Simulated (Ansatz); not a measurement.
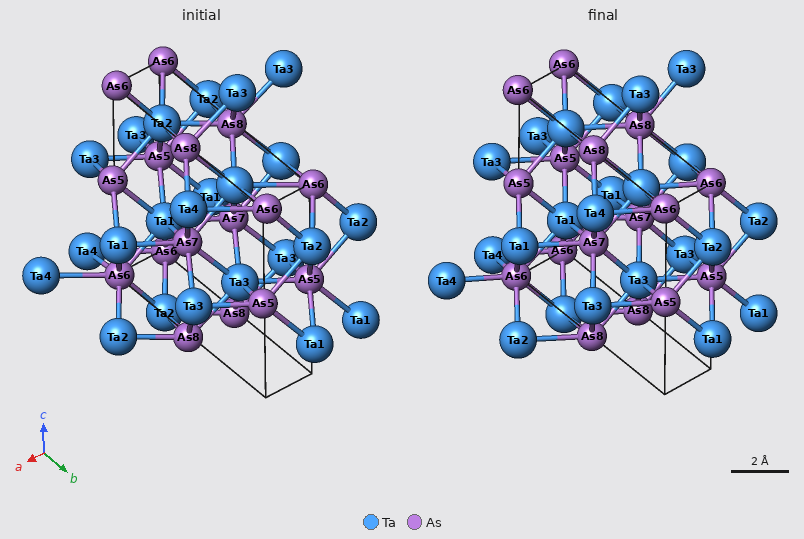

The structure of a crystal of TaAs (a generated structure, set up in P1) (coarse preliminary run) before (left) and after (right) a relaxation, at one scale.

Style: ball-and-stick. Shown: the cell of the calculation, slightly off an axis.

The calculation used DFT PBE, scalar-relativistic, plane waves, PAW (Ansatz 0.2.0). Settings: plane-wave cutoff 420 eV; k-point mesh 6 × 6 × 6; occupations gaussian; smearing width 0.2 eV; no spin polarisation; cell and atoms relaxed; force threshold 0.025 eV/Å; at most 60 steps.

Q: What changed between the two?

A: The run was cut off at its time limit before the relaxation converged, so the last structure is only a point on the way. After 1 geometry step the energy has fallen by 0.616 eV per cell of the calculation. The largest force component goes from 2 to 1.2 eV/Å. The pressure goes from −0.45 to 4.19 GPa. The largest move relative to the cell is that of As6, 0.19 Å along [1 −2 −1]. Largest moves by element: As 0.19 Å, Ta 0.13 Å. The volume changes by −3.7 %, with a 3.477 → 3.446 Å (−0.9 %), b 6.992 → 6.820 Å (−2.5 %), c 6.964 → 6.815 Å (−2.1 %), α 122.1° → 120.4°, β 88.4° → 90.4°, γ 90.4° → 89.6°. Among the contacts that change: As6–As7 3.165 → 3.498 Å, As6–As8 3.648 → 3.323 Å, As6–As7 (another image) 3.596 → 3.274 Å, Ta4–As6 2.815 → 2.510 Å. Bond angles that change, for instance: As6–Ta4–As6 77.8° → 85.2°, Ta4–As6–Ta4 77.8° → 85.2°, As6–Ta1–As7 75.2° → 82.5°. The space group stays P1 (No. 1).
